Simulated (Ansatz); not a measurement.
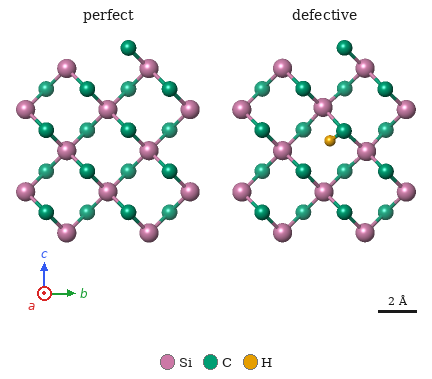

Left: perfect SiC. Right: the same region with one point defect, after relaxing the atoms in a supercell of 64 sites. The picture is a ball-and-stick view of the atoms within 5.4 Å of one point, in a slice 3.4 Å thick across the line of sight, seen along the a axis.

Computed with DFT, PBEsol, PAW, plane waves in Ansatz 0.2.0. (plane-wave cutoff 420 eV; k-point mesh 1 × 1 × 1; mesh shifted by (0.25, 0.25, 0.25); collinear spin) Fermi-Dirac smearing of 0.01 eV. A uniform background neutralises the charged cell. The axes drawn are those of the host's conventional cell.

Q: Which defect is it?

A: An extra hydrogen atom is put between the host's atoms (an interstitial).

The charge state of the cell is +2.

Q: What does the relaxation do around it?

A: The H atom starts with 4 C at 1.88 to 1.89 Å, 6 Si at 2.17 to 2.18 Å around its place and ends with 1 C at 1.13 Å. Of the host's atoms, a silicon atom moves furthest from its site, by 0.14 Å. The H atom itself moves 0.69 Å from where it was put. The cell's net moment is 0.95 μB.

Limits of the set-up: the cell is charged, on a uniform background, and energies carry no finite-size correction.
